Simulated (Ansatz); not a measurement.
Consider SnO.

Input

```
crystal:
  lattice:
    - [0.0, 2.5493213344, 2.5493213344]
    - [2.5493213344, 0.0, 2.5493213344]
    - [2.5493213344, 2.5493213344, 0.0]
  atoms:
    - { symbol: Sn, position: [0.0, 0.0, 0.0] }
    - { symbol: O, position: [0.5, 0.5, 0.5] }
basis:
  ecutwfc: 420
kpoints:
  mp_grid: { grid: [10, 10, 10] }
hamiltonian:
  xc: pbesol
scf:
  occupations: { method: gaussian, width: 0.02 }
output:
  forces: true
  stress: true
  eigenvalues: true
  write_density: true
  write_potential: true
  elf: true
  volumetric_format: npy
relax:
  adjacent_minimum: "off"
  f_tol: 0.01
  max_steps: 60
  cell: { stress_tol: 0.1 }
```

Run with:

```sh
ansatz run input.yaml --threads 1 --pin off --max-ram 2560MiB --backend cpu --events-out ev --progress --plain --runs-dir out
```

Below, planes, directions and counts refer to the conventional cell (a = 5.04 Å, b = 5.04 Å, c = 5.04 Å, α = 90.00°, β = 90.00°, γ = 90.00°).

The fields are those of the run's last geometry, not of the input's.

Space group Fm-3m.

All numbers below come from DFT PBEsol, scalar-relativistic, plane waves, PAW (Ansatz).

Question: What can the converged valence pseudo-density and electron localisation function tell about the bonding?

Answer: Sn–O (2.52 Å): ρ at the midpoint is about 0.29 e/Å³; the ELF is about 0.20 at the midpoint; no shared electron pair shows on this line.

Question: Metal or insulator at this level of theory?

Answer: It is gapped, with a Kohn–Sham gap of 0.56 eV on the k-point mesh (the band edges may lie off the mesh, which would make the gap smaller).

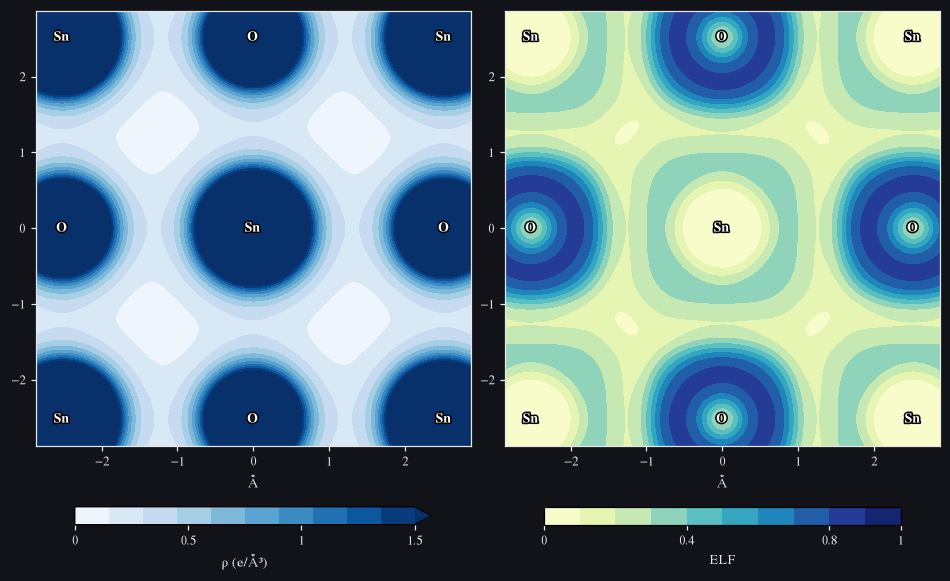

Computed valence pseudo-density and electron localisation function on the (100) plane of the conventional cell, in this order. 

The density is the valence pseudo-density of a PAW calculation; it isn't the true density close to the nuclei.
